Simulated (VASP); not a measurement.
**Optical-spectrum calculation, with input and output: ZrN (part 2 of 3)**

Continued. System: ZrN (Fm-3m, 2 atoms in the cell). Method: Kohn-Sham DFT of a periodic cell, PBE, VASP PAW PBE potentials, recommended, no spin polarisation (VASP 6.6.1); cutoff 520 eV, 28×28×28 k-mesh, fermi-dirac of 0.05 eV. The structure was built on a prototype by a generator; it need not be a known phase.

Geometry of the input (Å; fractional positions):
```
0.0000  2.2875  2.2875
2.2875  0.0000  2.2875
2.2875  2.2875  0.0000
Zr 0.0000  0.0000  0.0000
N  0.5000  0.5000  0.5000
```

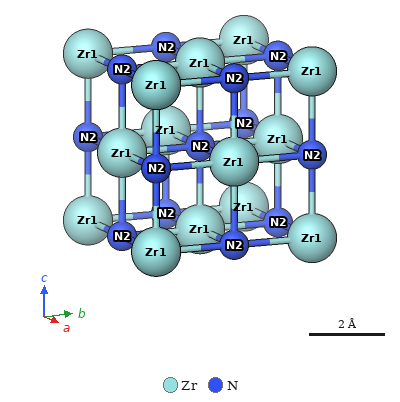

**Figure 1.** The input geometry (ball-and-stick view of the cell 4 times as large as that of the calculation, set on its symmetry axes, seen slightly off an axis; atoms are numbered from 1 in the order of the input).

Parts of OUTCAR, continued:
```
 -----------------------------------------------------------------------------------
    total drift:                                0.000000     -0.000000     -0.000000

  FREE ENERGIE OF THE ION-ELECTRON SYSTEM (eV)
  ---------------------------------------------------
  free  energy   TOTEN  =       -20.3687012785 eV

  energy  without entropy=      -20.3629847314  energy(sigma->0) =      -20.36584300

 electrical conductivity sigma (Mega S m-1) (frequency dependency in vasprun.xml)
  --------------------------------------------------------------------------------------
         NaN         NaN         NaN
         NaN         NaN         NaN
         NaN         NaN         NaN

  frequency dependent IMAGINARY DIELECTRIC FUNCTION (independent particle, no local field effects) density-density
     E(ev)      X         Y         Z        XY        YZ        ZX
  --------------------------------------------------------------------------------------------------------------
     0.00000     0.00000     0.00000     0.00000     0.00000     0.00000     0.00000
     1.28378     0.68766     0.68766     0.68766    -0.00000     0.00000    -0.00000
     2.56757     0.69238     0.69238     0.69238    -0.00000    -0.00000     0.00000
     3.85135     1.96582     1.96582     1.96582     0.00000    -0.00000    -0.00000
     5.13513     6.83299     6.83299     6.83299     0.00000    -0.00000     0.00000
     6.41891     8.45273     8.45273     8.45273     0.00000     0.00000     0.00000
     7.70270     8.72709     8.72709     8.72709    -0.00000    -0.00000     0.00000
     8.98648     8.04700     8.04700     8.04700    -0.00000     0.00000    -0.00000
    10.27026     4.63239     4.63239     4.63239     0.00000     0.00000    -0.00000
    11.55404     1.94675     1.94675     1.94675     0.00000    -0.00000    -0.00000
    12.83783     0.94358     0.94358     0.94358     0.00000     0.00000    -0.00000
    14.12161     0.96933     0.96933     0.96933    -0.00000     0.00000     0.00000
    15.40539     1.31745     1.31745     1.31745     0.00000     0.00000    -0.00000
    16.68917     1.66489     1.66489     1.66489     0.00000    -0.00000     0.00000
    17.97296     1.51184     1.51184     1.51184     0.00000     0.00000     0.00000
    19.25674     1.21236     1.21236     1.21236    -0.00000     0.00000    -0.00000
    20.54052     0.70060     0.70060     0.70060    -0.00000     0.00000    -0.00000
    21.82431     0.54037     0.54037     0.54037     0.00000     0.00000    -0.00000
    23.10809     0.49347     0.49347     0.49347     0.00000     0.00000    -0.00000
    24.39187     0.43853     0.43853     0.43853    -0.00000     0.00000    -0.00000
    25.67565     0.34722     0.34722     0.34722    -0.00000    -0.00000    -0.00000
    26.95944     0.59226     0.59226     0.59226     0.00000     0.00000     0.00000
    28.24322     1.36604     1.36604     1.36604    -0.00000     0.00000    -0.00000
    29.52700     1.69830     1.69830     1.69830    -0.00000    -0.00000     0.00000
    30.81078     2.46839     2.46839     2.46839     0.00000     0.00000    -0.00000
    32.09457     2.15875     2.15875     2.15875    -0.00000     0.00000     0.00000
    33.37835     1.03527     1.03527     1.03527    -0.00000     0.00000     0.00000
    34.66213     0.66307     0.66307     0.66307    -0.00000    -0.00000    -0.00000
    35.94591     0.33635     0.33635     0.33635     0.00000     0.00000     0.00000
    37.22970     0.24663     0.24663     0.24663     0.00000     0.00000     0.00000
    38.51348     0.27727     0.27727     0.27727     0.00000     0.00000    -0.00000
    39.79726     0.35837     0.35837     0.35837     0.00000     0.00000    -0.00000
    41.08105     0.31800     0.31800     0.31800    -0.00000     0.00000     0.00000
    42.36483     0.15863     0.15863     0.15863    -0.00000    -0.00000     0.00000
    43.64861     0.13330     0.13330     0.13330    -0.00000     0.00000    -0.00000
    44.93239     0.09558     0.09558     0.09558    -0.00000    -0.00000     0.00000
    46.21618     0.14419     0.14419     0.14419    -0.00000    -0.00000     0.00000
    47.49996     0.10907     0.10907     0.10907    -0.00000     0.00000     0.00000
    48.78374     0.09130     0.09130     0.09130    -0.00000     0.00000    -0.00000
    50.06752     0.07705     0.07705     0.07705    -0.00000     0.00000    -0.00000
    51.35131     0.06645     0.06645     0.06645     0.00000     0.00000     0.00000
    52.63509     0.07276     0.07276     0.07276    -0.00000    -0.00000    -0.00000
    53.91887     0.10435     0.10435     0.10435    -0.00000     0.00000    -0.00000
    55.20266     0.08031     0.08031     0.08031     0.00000     0.00000    -0.00000
    56.48644     0.06263     0.06263     0.06263     0.00000     0.00000    -0.00000
    57.77022     0.03733     0.03733     0.03733     0.00000     0.00000    -0.00000
    59.05400     0.03131     0.03131     0.03131    -0.00000    -0.00000     0.00000
    60.33779     0.02165     0.02165     0.02165    -0.00000    -0.00000     0.00000
    61.62157     0.01819     0.01819     0.01819     0.00000     0.00000     0.00000
    62.90535     0.01981     0.01981     0.01981    -0.00000    -0.00000    -0.00000
    64.18913     0.02309     0.02309     0.02309     0.00000     0.00000     0.00000
    65.47292     0.02310     0.02310     0.02310    -0.00000    -0.00000    -0.00000
    66.75670     0.01842     0.01842     0.01842    -0.00000     0.00000    -0.00000
    68.04048     0.01493     0.01493     0.01493    -0.00000    -0.00000     0.00000
    69.32426     0.01158     0.01158     0.01158     0.00000    -0.00000     0.00000
    70.60805     0.00830     0.00830     0.00830     0.00000     0.00000    -0.00000
    71.89183     0.00664     0.00664     0.00664     0.00000    -0.00000     0.00000
    73.17561     0.00631     0.00631     0.00631     0.00000     0.00000    -0.00000
    74.45940     0.00642     0.00642     0.00642     0.00000     0.00000    -0.00000
    75.74318     0.00984     0.00984     0.00984     0.00000     0.00000     0.00000
    77.02696     0.00788     0.00788     0.00788    -0.00000    -0.00000     0.00000
    78.31074     0.00669     0.00669     0.00669    -0.00000    -0.00000    -0.00000
    79.59453     0.00635     0.00635     0.00635     0.00000     0.00000    -0.00000
    80.87831     0.00778     0.00778     0.00778     0.00000     0.00000    -0.00000
    82.16209     0.00859     0.00859     0.00859    -0.00000    -0.00000     0.00000
    83.44587     0.00413     0.00413     0.00413     0.00000     0.00000     0.00000
    84.72966     0.00192     0.00192     0.00192     0.00000     0.00000     0.00000
    86.01344     0.00150     0.00150     0.00150     0.00000    -0.00000     0.00000
    87.29722     0.00163     0.00163     0.00163     0.00000     0.00000    -0.00000
    88.58100     0.00178     0.00178     0.00178     0.00000     0.00000    -0.00000
    89.86479     0.00169     0.00169     0.00169    -0.00000    -0.00000     0.00000
    91.14857     0.00190     0.00190     0.00190     0.00000     0.00000    -0.00000
    92.43235     0.00115     0.00115     0.00115     0.00000    -0.00000    -0.00000
    93.71614     0.00103     0.00103     0.00103    -0.00000    -0.00000     0.00000
    94.99992     0.00118     0.00118     0.00118     0.00000    -0.00000     0.00000
    96.28370     0.00124     0.00124     0.00124    -0.00000     0.00000     0.00000
    97.56748     0.00096     0.00096     0.00096     0.00000    -0.00000     0.00000
    98.85127     0.00111     0.00111     0.00111     0.00000     0.00000     0.00000
   100.13505     0.00100     0.00100     0.00100     0.00000    -0.00000     0.00000
   101.41883     0.00101     0.00101     0.00101     0.00000     0.00000     0.00000
   102.70261     0.00104     0.00104     0.00104     0.00000     0.00000     0.00000
   103.98640     0.00111     0.00111     0.00111     0.00000    -0.00000    -0.00000
   105.27018     0.00059     0.00059     0.00059    -0.00000    -0.00000     0.00000
   106.55396     0.00023     0.00023     0.00023    -0.00000    -0.00000     0.00000
   107.83774     0.00016     0.00016     0.00016     0.00000     0.00000    -0.00000
   109.12153     0.00015     0.00015     0.00015     0.00000     0.00000    -0.00000
   110.40531     0.00014     0.00014     0.00014     0.00000     0.00000    -0.00000
   111.68909     0.00013     0.00013     0.00013     0.00000     0.00000    -0.00000
   112.97288     0.00013     0.00013     0.00013     0.00000     0.00000    -0.00000
   114.25666     0.00012     0.00012     0.00012     0.00000     0.00000    -0.00000
   115.54044     0.00012     0.00012     0.00012     0.00000     0.00000    -0.00000
   116.82422     0.00011     0.00011     0.00011     0.00000     0.00000    -0.00000
   118.10801     0.00011     0.00011     0.00011     0.00000     0.00000    -0.00000
   119.39179     0.00010     0.00010     0.00010     0.00000     0.00000    -0.00000
   120.67557     0.00010     0.00010     0.00010     0.00000     0.00000    -0.00000
   121.95935     0.00010     0.00010     0.00010     0.00000     0.00000    -0.00000
   123.24314     0.00009     0.00009     0.00009     0.00000     0.00000    -0.00000
   124.52692     0.00009     0.00009     0.00009     0.00000     0.00000    -0.00000
   125.81070     0.00009     0.00009     0.00009     0.00000     0.00000    -0.00000
   127.09448     0.00009     0.00009     0.00009     0.00000     0.00000    -0.00000

  frequency dependent      REAL DIELECTRIC FUNCTION (independent particle, no local field effects) density-density
     E(ev)        X           Y           Z          XY          YZ          ZX
  --------------------------------------------------------------------------------------------------------------
     0.00000   164.49340   164.49340   164.49340    -0.00000     0.00000    -0.00000
     1.28378     4.47005     4.47005     4.47005    -0.00000    -0.00000     0.00000
     2.56757     7.22316     7.22316     7.22316    -0.00000    -0.00000     0.00000
     3.85135     8.69234     8.69234     8.69234    -0.00000    -0.00000     0.00000
     5.13513     8.97908     8.97908     8.97908    -0.00000    -0.00000     0.00000
     6.41891     4.89095     4.89095     4.89095     0.00000     0.00000     0.00000
     7.70270     2.66733     2.66733     2.66733     0.00000     0.00000    -0.00000
     8.98648    -0.08002    -0.08002    -0.08002    -0.00000    -0.00000     0.00000
    10.27026    -3.10024    -3.10024    -3.10024    -0.00000     0.00000    -0.00000
    11.55404    -2.60841    -2.60841    -2.60841    -0.00000    -0.00000    -0.00000
    12.83783    -0.83881    -0.83881    -0.83881    -0.00000     0.00000    -0.00000
    14.12161     0.24443     0.24443     0.24443    -0.00000    -0.00000     0.00000
    15.40539     0.59131     0.59131     0.59131     0.00000    -0.00000    -0.00000
    16.68917     0.44541     0.44541     0.44541     0.00000     0.00000    -0.00000
    17.97296     0.15023     0.15023     0.15023     0.00000     0.00000    -0.00000
    19.25674     0.11989     0.11989     0.11989     0.00000    -0.00000    -0.00000
    20.54052     0.05846     0.05846     0.05846    -0.00000    -0.00000    -0.00000
    21.82431     0.43982     0.43982     0.43982    -0.00000    -0.00000     0.00000
    23.10809     0.76466     0.76466     0.76466    -0.00000    -0.00000    -0.00000
    24.39187     0.83227     0.83227     0.83227    -0.00000    -0.00000    -0.00000
    25.67565     1.26910     1.26910     1.26910    -0.00000    -0.00000     0.00000
    26.95944     1.69018     1.69018     1.69018    -0.00000     0.00000     0.00000
    28.24322     1.47645     1.47645     1.47645     0.00000     0.00000    -0.00000
    29.52700     1.47652     1.47652     1.47652    -0.00000    -0.00000     0.00000
    30.81078     0.78884     0.78884     0.78884     0.00000     0.00000    -0.00000
    32.09457    -0.46129    -0.46129    -0.46129    -0.00000    -0.00000    -0.00000
    33.37835    -0.64505    -0.64505    -0.64505     0.00000    -0.00000    -0.00000
    34.66213    -0.34772    -0.34772    -0.34772    -0.00000    -0.00000     0.00000
    35.94591    -0.12549    -0.12549    -0.12549     0.00000    -0.00000    -0.00000
    37.22970     0.11471     0.11471     0.11471    -0.00000     0.00000     0.00000
    38.51348     0.35110     0.35110     0.35110     0.00000    -0.00000    -0.00000
    39.79726     0.29498     0.29498     0.29498    -0.00000    -0.00000     0.00000
    41.08105     0.21436     0.21436     0.21436    -0.00000    -0.00000    -0.00000
    42.36483     0.29856     0.29856     0.29856     0.00000    -0.00000    -0.00000
    43.64861     0.40120     0.40120     0.40120     0.00000    -0.00000    -0.00000
    44.93239     0.46312     0.46312     0.46312    -0.00000    -0.00000     0.00000
    46.21618     0.51775     0.51775     0.51775     0.00000    -0.00000    -0.00000
    47.49996     0.52384     0.52384     0.52384    -0.00000     0.00000    -0.00000
    48.78374     0.54799     0.54799     0.54799     0.00000    -0.00000     0.00000
    50.06752     0.58509     0.58509     0.58509     0.00000    -0.00000     0.00000
    51.35131     0.62324     0.62324     0.62324    -0.00000    -0.00000     0.00000
    52.63509     0.66761     0.66761     0.66761     0.00000    -0.00000     0.00000
    53.91887     0.65659     0.65659     0.65659     0.00000    -0.00000    -0.00000
    55.20266     0.64620     0.64620     0.64620     0.00000     0.00000     0.00000
    56.48644     0.66006     0.66006     0.66006     0.00000     0.00000    -0.00000
    57.77022     0.67850     0.67850     0.67850    -0.00000    -0.00000     0.00000
    59.05400     0.69835     0.69835     0.69835     0.00000    -0.00000     0.00000
    60.33779     0.71875     0.71875     0.71875     0.00000    -0.00000     0.00000
    61.62157     0.73978     0.73978     0.73978    -0.00000    -0.00000     0.00000
    62.90535     0.75572     0.75572     0.75572     0.00000    -0.00000     0.00000
    64.18913     0.77089     0.77089     0.77089    -0.00000    -0.00000     0.00000
    65.47292     0.76934     0.76934     0.76934    -0.00000    -0.00000     0.00000
    66.75670     0.78071     0.78071     0.78071    -0.00000    -0.00000     0.00000
    68.04048     0.79157     0.79157     0.79157    -0.00000    -0.00000     0.00000
    69.32426     0.79875     0.79875     0.79875    -0.00000    -0.00000    -0.00000
    70.60805     0.80810     0.80810     0.80810    -0.00000    -0.00000     0.00000
    71.89183     0.82040     0.82040     0.82040     0.00000    -0.00000    -0.00000
    73.17561     0.82798     0.82798     0.82798     0.00000    -0.00000     0.00000
    74.45940     0.83652     0.83652     0.83652    -0.00000    -0.00000     0.00000
    75.74318     0.84192     0.84192     0.84192    -0.00000    -0.00000     0.00000
    77.02696     0.84617     0.84617     0.84617    -0.00000    -0.00000     0.00000
    78.31074     0.85095     0.85095     0.85095    -0.00000    -0.00000    -0.00000
    79.59453     0.85844     0.85844     0.85844    -0.00000    -0.00000     0.00000
    80.87831     0.86255     0.86255     0.86255    -0.00000    -0.00000     0.00000
    82.16209     0.86369     0.86369     0.86369     0.00000    -0.00000     0.00000
    83.44587     0.86776     0.86776     0.86776    -0.00000    -0.00000     0.00000
    84.72966     0.87348     0.87348     0.87348    -0.00000    -0.00000     0.00000
    86.01344     0.87896     0.87896     0.87896     0.00000    -0.00000     0.00000
    87.29722     0.88374     0.88374     0.88374    -0.00000    -0.00000     0.00000
    88.58100     0.88737     0.88737     0.88737    -0.00000    -0.00000     0.00000
    89.86479     0.89135     0.89135     0.89135    -0.00000    -0.00000     0.00000
    91.14857     0.89414     0.89414     0.89414     0.00000    -0.00000     0.00000
    92.43235     0.89759     0.89759     0.89759    -0.00000    -0.00000     0.00000
    93.71614     0.90117     0.90117     0.90117    -0.00000    -0.00000     0.00000
    94.99992     0.90442     0.90442     0.90442     0.00000    -0.00000     0.00000
    96.28370     0.90661     0.90661     0.90661    -0.00000    -0.00000     0.00000
    97.56748     0.90958     0.90958     0.90958    -0.00000    -0.00000     0.00000
    98.85127     0.91220     0.91220     0.91220     0.00000    -0.00000     0.00000
   100.13505     0.91441     0.91441     0.91441    -0.00000    -0.00000     0.00000
   101.41883     0.91695     0.91695     0.91695    -0.00000    -0.00000     0.00000
   102.70261     0.91907     0.91907     0.91907    -0.00000    -0.00000     0.00000
   103.98640     0.92086     0.92086     0.92086    -0.00000    -0.00000     0.00000
   105.27018     0.92278     0.92278     0.92278    -0.00000    -0.00000     0.00000
   106.55396     0.92501     0.92501     0.92501    -0.00000    -0.00000     0.00000
   107.83774     0.92714     0.92714     0.92714    -0.00000    -0.00000     0.00000
   109.12153     0.92908     0.92908     0.92908    -0.00000    -0.00000     0.00000
   110.40531     0.93092     0.93092     0.93092    -0.00000    -0.00000     0.00000
   111.68909     0.93267     0.93267     0.93267    -0.00000    -0.00000     0.00000
   112.97288     0.93434     0.93434     0.93434    -0.00000    -0.00000     0.00000
   114.25666     0.93595     0.93595     0.93595    -0.00000    -0.00000     0.00000
   115.54044     0.93749     0.93749     0.93749    -0.00000    -0.00000     0.00000
   116.82422     0.93897     0.93897     0.93897    -0.00000    -0.00000     0.00000
   118.10801     0.94039     0.94039     0.94039    -0.00000    -0.00000     0.00000
   119.39179     0.94176     0.94176     0.94176    -0.00000    -0.00000     0.00000
   120.67557     0.94308     0.94308     0.94308    -0.00000    -0.00000     0.00000
   121.95935     0.94436     0.94436     0.94436    -0.00000    -0.00000     0.00000
   123.24314     0.94559     0.94559     0.94559    -0.00000    -0.00000     0.00000
   124.52692     0.94678     0.94678     0.94678    -0.00000    -0.00000     0.00000
   125.81070     0.94793     0.94793     0.94793    -0.00000    -0.00000     0.00000
   127.09448     0.94904     0.94904     0.94904    -0.00000    -0.00000     0.00000
```
